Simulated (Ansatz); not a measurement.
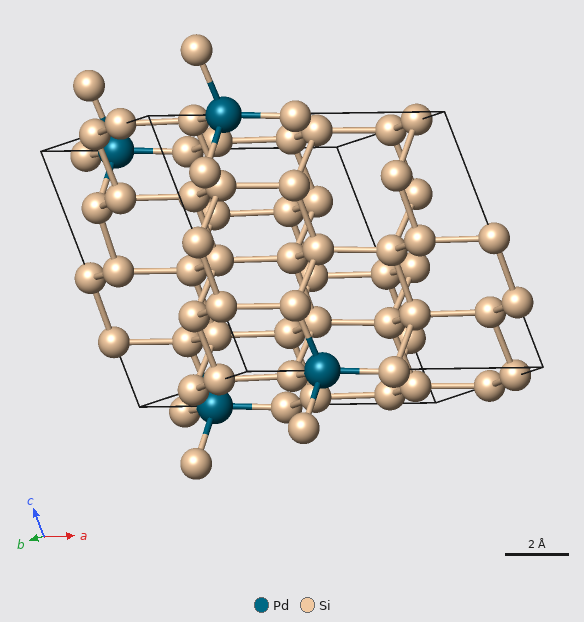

Fig. 1: The starting structure (ball-and-stick view of the cell of the calculation, seen at an oblique angle; bonded neighbours outside the cell are drawn too). Near neighbours in the crystal (not all of them lie inside the picture): Pd has 4 Si at 2.29 to 2.40 Å; Si has 4 Si at 2.32 to 2.44 Å; Si has 1 Pd at 2.29 to 2.40 Å and 3 Si at 2.32 to 2.44 Å.

# Run report: PdSi₃₁ (charge +2), geometry relaxation (part 1 of 2)

System: PdSi₃₁ (defect cell, 32 atoms in the cell, total charge +2).
Method: DFT, PBE, plane waves, PAW, no spin polarisation (Ansatz 0.2.0).

The structure derives from a Materials Project entry. It belongs to a series of runs on one base structure; here: Pd on a Si site (a), charge +2, atoms relaxed at the host's cell.

What the program printed
```
Engine: ansatz 0.2.0, x86_64-unknown-linux-gnu
Pseudopotentials: kind: paw
Pseudopotential: Pd, paw, valence charge 18, recommended cutoff 420 eV (normal), Pd.paw.azcp
Pseudopotential: Si, paw, valence charge 4, recommended cutoff 420 eV (normal), Si.paw.azcp
Functional definition: PBE
  parameter kappa = 0.804
  parameter beta = 0.06672455060314922
  exchange = pbe_x(kappa = kappa, mu = beta*pi^2/3)
  correlation = pbe_c(beta = beta)
Crystal: 32 atoms, lattice volume = 654.703 Å³
Basis set: ecut = 420 eV, 12839 PW (Γ), exchange–correlation on 128×128×128 points (8 copies of the dense FFT grid, shifted against one another)
Bands: 102, of which v1, the nominal top of the filled ones, is band 70 counted from 1 (69 counted from 0)
Symmetry: 1 space group operations
Space group: P1 (ITA 1), of the structure as read, at distance tolerance 8.7e-5 Å
k-points: 1
Non-local potential: Pd, projectors of the file, l = 0: 2, l = 1: 2, l = 2: 2, l = 3: 1
Non-local potential: Si, projectors of the file, l = 0: 2, l = 1: 2, l = 2: 2
PAW form: soft (Blöchl's): semilocal exchange-correlation on the pseudo side does not see the compensation charge
PAW one-centre angular grid: Pd, 590 points (default); XC on 64 Gauss nodes
PAW one-centre angular grid: Si, 110 points (default); XC on 64 Gauss nodes
Initial density: superposition of atomic densities (neutral atoms scaled as one to the charged cell's electrons: chi_scale 0, normalization atom), corrected by the library's trained network
Initial wavefunctions: pseudopotential atomic-orbital guess
Functional: x = pbe(κ = 0.804, μ = 0.2195149727645171), c = pbe(β = 0.06672455060314922)
SCF iter   1: F=—  HF=-26694.616462 eV  |F-HF|=—  |Δ(HF+E_count)|=         —  Δρ=2.78e-2  dr2=1.08e1  ethr=1.77e-3  ⟨swp⟩=6.0  Hψ=463  notcnv=0  defer=9
preconditioner: auto → Resta (q_TF=auto, 2.110 Å⁻¹)  ε∞=5.6  [insulator: Δε(μ)=1.043 eV  Ē_g=7.783 eV  σ=0.010 eV  W_gap=1.00  n_scr=86 (ndim 8)  ℏωp=16.7 eV  f_vac=0.000  D(μ)=0.00/eV (n_scr^D=0)  ε∞_Penn≈5.6]
SCF iter   2: F=—  HF=-26693.410701 eV  |F-HF|=—  |Δ(HF+E_count)|=    1.21e0  Δρ=2.10e-2  dr2=4.46e0  ethr=1.77e-3  ⟨swp⟩=4.0  Hψ=227  notcnv=0  defer=23
SCF iter   3: F=—  HF=-26692.892137 eV  |F-HF|=—  |Δ(HF+E_count)|=   5.19e-1  Δρ=3.37e-3  dr2=1.84e-1  ethr=1.77e-3  ⟨swp⟩=3.0  Hψ=204  notcnv=0  defer=20
SCF iter   4: F=—  HF=-26692.879063 eV  |F-HF|=—  |Δ(HF+E_count)|=   1.31e-2  Δρ=3.09e-3  dr2=1.07e-1  ethr=1.31e-4  ⟨swp⟩=3.0  Hψ=145  notcnv=0  defer=23
SCF iter   5: F=—  HF=-26692.869167 eV  |F-HF|=—  |Δ(HF+E_count)|=   9.90e-3  Δρ=1.44e-3  dr2=2.33e-2  ethr=7.64e-5  ⟨swp⟩=2.0  Hψ=120  notcnv=0  defer=23
SCF iter   6: F=—  HF=-26692.866682 eV  |F-HF|=—  |Δ(HF+E_count)|=   2.49e-3  Δρ=3.49e-4  dr2=1.54e-3  ethr=1.67e-5  ⟨swp⟩=2.0  Hψ=124  notcnv=0  defer=23
SCF iter   7: F=—  HF=-26692.866711 eV  |F-HF|=—  |Δ(HF+E_count)|=   2.90e-5  Δρ=4.44e-5  dr2=2.30e-5  ethr=1.10e-6  ⟨swp⟩=2.0  Hψ=108  notcnv=0  defer=23
SCF iter   8: F=-26692.866713 eV  HF=-26692.866713 eV  |F-HF|=4.86e-8  |Δ(HF+E_count)|=   1.61e-6  Δρ=3.01e-6  dr2=5.53e-8  ethr=1.12e-8  ⟨swp⟩=16.0  Hψ=594  notcnv=0
SCF 1 converged in 8 iterations: F = -26692.866713 eV  dr2 = 5.53e-8
  greatest PAW one-centre occupation: 0.999 electrons in one spin orbital (limit 2), on the Pd atom at site 0 (counted from 0), in its partial waves of l = 0
relax step   1: F+E_penalty+E_count = -26692.86671282 eV  Δ(F+E_penalty+E_count) = +0.000e0 eV  max|allowed force component| = 9.732e-1 eV/Å  Δτ_max = 0.0000 Å  (8 SCF iters, dr2 threshold 1.56e-5 eV, accepted)
Initial density: handed on by an earlier stage of this run
Initial wavefunctions: those handed on with the density
iter 1 solved again at ethr=3.87e-5 eV; its pass at ethr=3.10e-3 eV (dr2=5.42e-2 eV) is discarded
SCF iter   1: F=—  HF=-26693.024131 eV  |F-HF|=—  |Δ(HF+E_count)|=         —  Δρ=3.27e-3  dr2=5.72e-2  ethr=3.87e-5  ⟨swp⟩=3.0  Hψ=336  notcnv=0  defer=23
preconditioner: auto → Resta (q_TF=auto, 2.110 Å⁻¹)  ε∞=5.8  [insulator: Δε(μ)=1.254 eV  Ē_g=7.646 eV  σ=0.010 eV  W_gap=1.00  n_scr=86 (ndim 8)  ℏωp=16.7 eV  f_vac=0.000  D(μ)=0.00/eV (n_scr^D=0)  ε∞_Penn≈5.8]
SCF iter   2: F=—  HF=-26693.018445 eV  |F-HF|=—  |Δ(HF+E_count)|=   5.69e-3  Δρ=1.79e-3  dr2=1.50e-2  ethr=3.87e-5  ⟨swp⟩=1.0  Hψ=79  notcnv=0  defer=23
SCF iter   3: F=—  HF=-26693.016994 eV  |F-HF|=—  |Δ(HF+E_count)|=   1.45e-3  Δρ=2.03e-4  dr2=3.63e-4  ethr=1.07e-5  ⟨swp⟩=2.0  Hψ=88  notcnv=0  defer=23
iter 4 did not close the SCF: its close was put off for the readings that it lacked (scf_convergence_deferred on its scf_iter line)
SCF iter   4: F=-26693.016953 eV  HF=-26693.016951 eV  |F-HF|=1.60e-6  |Δ(HF+E_count)|=   4.31e-5  Δρ=4.37e-5  dr2=1.55e-5  ethr=2.60e-7  ⟨swp⟩=2.0  Hψ=133  notcnv=0  defer=23
iter 5 did not close the SCF: its close was put off for the readings that it lacked (scf_convergence_deferred on its scf_iter line)
SCF iter   5: F=-26693.016958 eV  HF=-26693.016957 eV  |F-HF|=4.64e-7  |Δ(HF+E_count)|=   5.81e-6  Δρ=1.36e-5  dr2=1.21e-6  ethr=1.10e-8  ⟨swp⟩=2.0  Hψ=144  notcnv=0  defer=23
SCF iter   6: F=-26693.016958 eV  HF=-26693.016958 eV  |F-HF|=3.02e-8  |Δ(HF+E_count)|=   8.16e-7  Δρ=4.23e-6  dr2=1.47e-7  ethr=8.63e-10  ⟨swp⟩=13.0  Hψ=513  notcnv=0
SCF 2 converged in 6 iterations: F = -26693.016958 eV  dr2 = 1.47e-7
relax step   2: F+E_penalty+E_count = -26693.01695798 eV  Δ(F+E_penalty+E_count) = -1.502e-1 eV  max|allowed force component| = 2.900e-1 eV/Å  Δτ_max = 0.0965 Å  (6 SCF iters, dr2 threshold 5.92e-5 eV, accepted)
SCF iter   1: F=—  HF=-26693.056211 eV  |F-HF|=—  |Δ(HF+E_count)|=         —  Δρ=2.95e-3  dr2=4.20e-2  ethr=3.72e-4  ⟨swp⟩=4.0  Hψ=210  notcnv=0  defer=23
preconditioner: auto → Resta (q_TF=auto, 2.110 Å⁻¹)  ε∞=5.8  [insulator: Δε(μ)=1.386 eV  Ē_g=7.647 eV  σ=0.010 eV  W_gap=1.00  n_scr=86 (ndim 8)  ℏωp=16.7 eV  f_vac=0.000  D(μ)=0.00/eV (n_scr^D=0)  ε∞_Penn≈5.8]
SCF iter   2: F=—  HF=-26693.053285 eV  |F-HF|=—  |Δ(HF+E_count)|=   2.93e-3  Δρ=1.68e-3  dr2=1.29e-2  ethr=3.00e-5  ⟨swp⟩=2.0  Hψ=127  notcnv=0  defer=23
SCF iter   3: F=—  HF=-26693.052462 eV  |F-HF|=—  |Δ(HF+E_count)|=   8.23e-4  Δρ=1.36e-4  dr2=1.00e-4  ethr=9.24e-6  ⟨swp⟩=3.0  Hψ=154  notcnv=0  defer=23
SCF iter   4: F=—  HF=-26693.052289 eV  |F-HF|=—  |Δ(HF+E_count)|=   1.72e-4  Δρ=4.62e-5  dr2=1.23e-5  ethr=7.16e-8  ⟨swp⟩=2.0  Hψ=146  notcnv=0  defer=23
iter 5 did not close the SCF: its close was put off for the readings that it lacked (scf_convergence_deferred on its scf_iter line)
SCF iter   5: F=-26693.052292 eV  HF=-26693.052292 eV  |F-HF|=2.51e-7  |Δ(HF+E_count)|=   2.83e-6  Δρ=1.44e-5  dr2=1.24e-6  ethr=8.80e-9  ⟨swp⟩=2.0  Hψ=146  notcnv=0  defer=23
SCF iter   6: F=-26693.052293 eV  HF=-26693.052293 eV  |F-HF|=7.38e-8  |Δ(HF+E_count)|=   7.11e-7  Δρ=2.99e-6  dr2=6.32e-8  ethr=8.88e-10  ⟨swp⟩=14.0  Hψ=537  notcnv=0
SCF 3 converged in 6 iterations: F = -26693.052293 eV  dr2 = 6.32e-8
relax step   3: F+E_penalty+E_count = -26693.05229293 eV  Δ(F+E_penalty+E_count) = -3.533e-2 eV  max|allowed force component| = 1.324e-2 eV/Å  Δτ_max = 0.0665 Å  (6 SCF iters, dr2 threshold 5.26e-6 eV, accepted)
iter 1 solved again at ethr=4.55e-11 eV; its pass at ethr=3.10e-3 eV (dr2=6.37e-8 eV) is discarded
SCF iter   1: F=—  HF=-26693.052800 eV  |F-HF|=—  |Δ(HF+E_count)|=         —  Δρ=3.09e-6  dr2=6.40e-8  ethr=4.55e-11  ⟨swp⟩=1.0  Hψ=244  notcnv=0
preconditioner: auto → Resta (q_TF=auto, 2.110 Å⁻¹)  ε∞=5.8  [insulator: Δε(μ)=1.383 eV  Ē_g=7.638 eV  σ=0.010 eV  W_gap=1.00  n_scr=86 (ndim 8)  ℏωp=16.7 eV  f_vac=0.000  D(μ)=0.00/eV (n_scr^D=0)  ε∞_Penn≈5.8]
SCF iter   2: F=—  HF=-26693.052293 eV  |F-HF|=—  |Δ(HF+E_count)|=   5.07e-4  Δρ=1.99e-6  dr2=3.00e-8  ethr=4.55e-11  ⟨swp⟩=2.0  Hψ=317  notcnv=0
iter 3 did not close the SCF: its close was put off for the readings that it lacked (scf_convergence_deferred on its scf_iter line)
SCF iter   3: F=-26693.052293 eV  HF=-26693.052293 eV  |F-HF|=5.35e-10  |Δ(HF+E_count)|=   3.83e-8  Δρ=6.48e-7  dr2=4.18e-9  ethr=2.14e-11  ⟨swp⟩=2.0  Hψ=145  notcnv=0
iter 4 did not close the SCF: its close was put off for the readings that it lacked (scf_convergence_deferred on its scf_iter line)
SCF iter   4: F=-26693.052293 eV  HF=-26693.052293 eV  |F-HF|=1.38e-10  |Δ(HF+E_count)|=   2.38e-9  Δρ=3.24e-7  dr2=7.11e-10  ethr=2.98e-12  ⟨swp⟩=2.0  Hψ=142  notcnv=0
iter 5 did not close the SCF: its close was put off for the readings that it lacked (scf_convergence_deferred on its scf_iter line)
SCF iter   5: F=-26693.052293 eV  HF=-26693.052293 eV  |F-HF|=1.46e-11  |Δ(HF+E_count)|=  1.13e-10  Δρ=1.28e-7  dr2=1.06e-10  ethr=1.00e-12  ⟨swp⟩=1.0  Hψ=79  notcnv=0
SCF iter   6: F=-26693.052293 eV  HF=-26693.052293 eV  |F-HF|=7.28e-12  |Δ(HF+E_count)|=  3.27e-11  Δρ=3.11e-8  dr2=6.01e-12  ethr=1.00e-12  ⟨swp⟩=1.0  Hψ=185  notcnv=0
SCF 4 converged in 6 iterations: F = -26693.052293 eV  dr2 = 6.01e-12
relax step   4: F+E_penalty+E_count = -26693.05229294 eV  Δ(F+E_penalty+E_count) = -1.510e-8 eV  max|allowed force component| = 1.325e-2 eV/Å  Δτ_max = 0.0000 Å  (6 SCF iters, accepted)
```

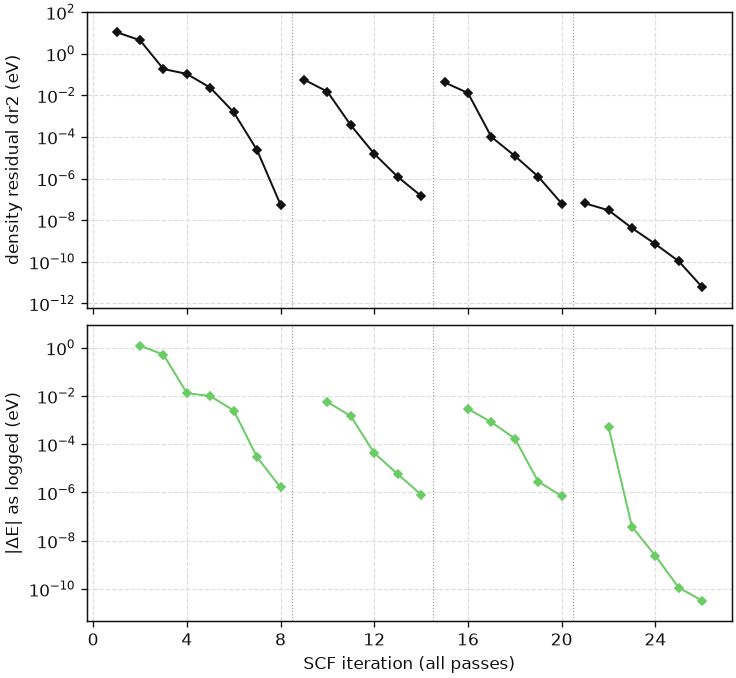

Fig. 2: Convergence of the self-consistent field: density residual dr2 and size of the energy change against the SCF iteration. The dotted lines part the SCF passes of the relaxation: geometry steps, rejected trials and re-solves on a re-selected basis. The passes take 8, 6, 6 and 6 iterations.

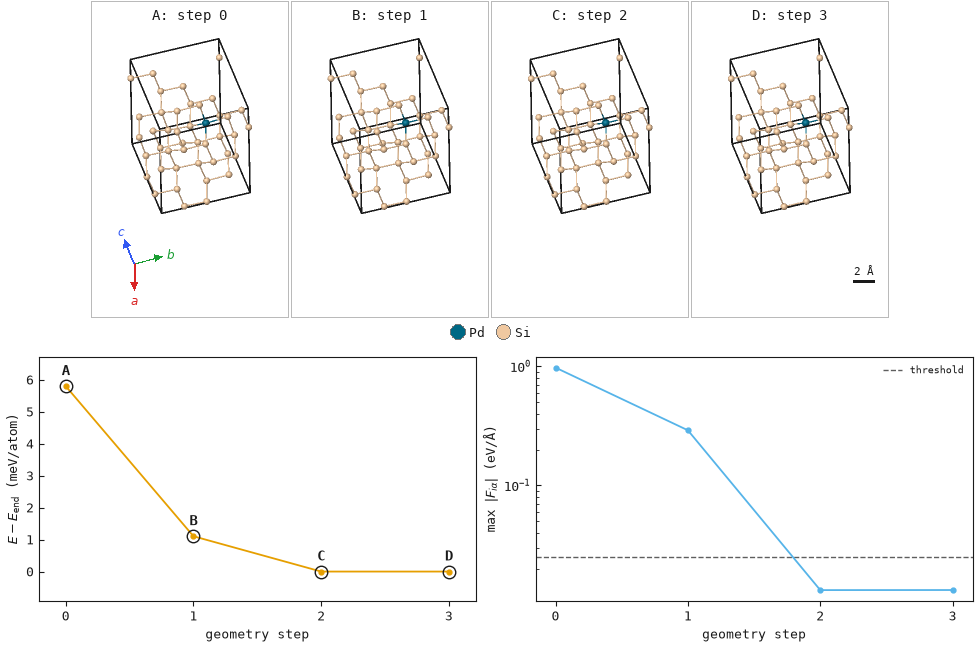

Fig. 3: Frames of the relaxation (ball-and-stick view of the cell of the calculation (origin shifted), seen at an oblique angle) above the curves, on which the letters mark them (the first geometry is step 0 here and step 1 in the log).

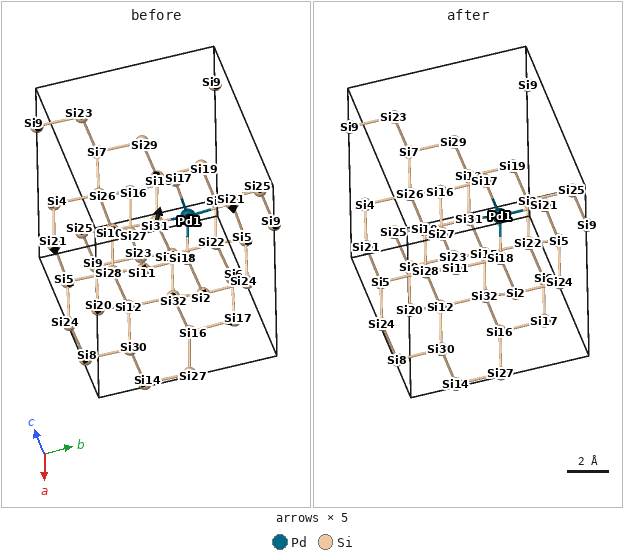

Fig. 4: Before (left) and after (right) the relaxation, at one scale (ball-and-stick view of the cell of the calculation (origin shifted), seen at an oblique angle). The black arrows give the displacements, magnified 5 times. Si31 moves most: 0.16 Å. Largest moves by element: Si 0.16 Å, Pd 0.03 Å. The lattice vectors keep their values. Distances before and after: Pd1–Si18 2.290 → 2.373 Å, Si13–Si31 2.443 → 2.374 Å, Si10–Si31 2.321 → 2.373 Å, Si5–Si21 2.410 → 2.374 Å. Among the angles that change: Si17–Pd1–Si21 103.2° → 109.3°, Pd1–Si31–Si13 103.1° → 108.7°, Pd1–Si21–Si5 103.8° → 108.7°. Over 3 geometry steps the energy falls by 5.8 meV per atom. The largest force component goes from 0.97 to 0.013 eV/Å. (Atoms are counted from 1 in the order of the input.)

```
SCF converged after 6 iterations
Free energy (F): -26693.052293 eV
Harris-Foulkes:  -26693.052293 eV  (|F-HF|=7.28e-12)
Internal energy: -26693.052293 eV  (E = F + TS)
E sigma→0 (E₀):  -26693.052293 eV
Fermi energy:    6.421502 eV
--- Per-component energies (eV) ---
  E_band       = -254.924335
  E_kinetic    = 1734.281420
  E_local      = -5128.676663  (includes V_loc(G=0)·N_el)
  E_nonlocal   = 1008.051929
  E_hartree    = 2082.909073
  E_xc         = -1855.597505
  E_vxc        = -1629.605899  (∫ρ·V_xc dr)
  E_paw        = -19644.223070  (= ΣΔE_a)
  E_vpaw       = -404.793745  (= ΣTr[D̂ρ^β])
  E_aug_tail   = 0.000377  (compensation charges beyond the density's cutoff)
  E_ewald      = -4889.797854
  E_smearing   = -0.000000  (= −TS)
  E_closure    = 0.000000  (closes the sum)
  E_deformation_potential = 24.918603  (in the stress; not in F)
  Σ components = -26693.052293   (vs F -26693.052293, Δ=0.00e0)
--- Forces (eV/Å), atoms counted from 1 ---
  atom   1  Pd    -0.00296778     0.00331264    -0.00366543
  atom   2  Si    -0.00354803    -0.00273774    -0.00258266
  atom   3  Si     0.00250202    -0.00309810     0.00011228
  atom   4  Si     0.00366018     0.00087282     0.00552250
  atom   5  Si     0.00035800     0.00977233    -0.00166557
  atom   6  Si     0.00101229    -0.00375533    -0.00108021
  atom   7  Si     0.00195104    -0.00109055     0.00293103
  atom   8  Si    -0.00178020     0.00083030    -0.00159125
  atom   9  Si    -0.00022095    -0.00184580     0.00303728
  atom  10  Si    -0.00098542     0.00307819    -0.00409951
  atom  11  Si    -0.00316039     0.00316206     0.00791192
  atom  12  Si     0.00198053    -0.00206508     0.00084120
  atom  13  Si     0.00026267     0.00734799    -0.00578599
  atom  14  Si    -0.00193738     0.00117672    -0.00191581
  atom  15  Si    -0.00102718     0.00557102    -0.00033058
  atom  16  Si    -0.00198063    -0.00003909    -0.00899399
  atom  17  Si     0.00998421     0.00617839     0.00331010
  atom  18  Si    -0.00893692     0.00423655    -0.00739792
  atom  19  Si    -0.00229984     0.00512786    -0.00286515
  atom  20  Si    -0.00192395     0.00117355    -0.00219832
  atom  21  Si     0.00965302    -0.00428039    -0.00998094
  atom  22  Si     0.00415802     0.00260963     0.01010718
  atom  23  Si    -0.00352654    -0.00738371     0.00531190
  atom  24  Si     0.00463480     0.00273729     0.00605208
  atom  25  Si    -0.00325518    -0.00343578     0.00688811
  atom  26  Si     0.00579108    -0.01035231    -0.00302834
  atom  27  Si     0.00353671    -0.00599523    -0.00151255
  atom  28  Si     0.00163834    -0.00328181     0.00029635
  atom  29  Si    -0.00330716     0.00350674    -0.00785941
  atom  30  Si    -0.00022319    -0.00321628     0.00496709
  atom  31  Si    -0.01325481    -0.00738466     0.00539548
  atom  32  Si     0.00321746    -0.00073564     0.00386840
  max |Σ_I F_I| component: 4.84e-6 eV/Å
--- Charged-cell corrections in eV (Makov–Payne, q = +2.000 e, ε = 12.982) ---
  F (periodic)     = -26693.052293  (uncorrected; the corrections below are reported, never added to it)
  E_corr1          = +0.737930  (monopole, q²α_M/2εL)
  F Makov-Payne    = -26692.314363  (F + E_corr1; no measured alignment; for a localised charge, not one spread in a band: unchecked)
  no potential alignment in this run, which stands beside a crystal: run the host's input off ansatz write-host-input, and read the two finished runs by ansatz place-levels (neither reads a slab, a wire or a sheet, whose cell leaves a vacuum)
--- Band table (eV) ---
```
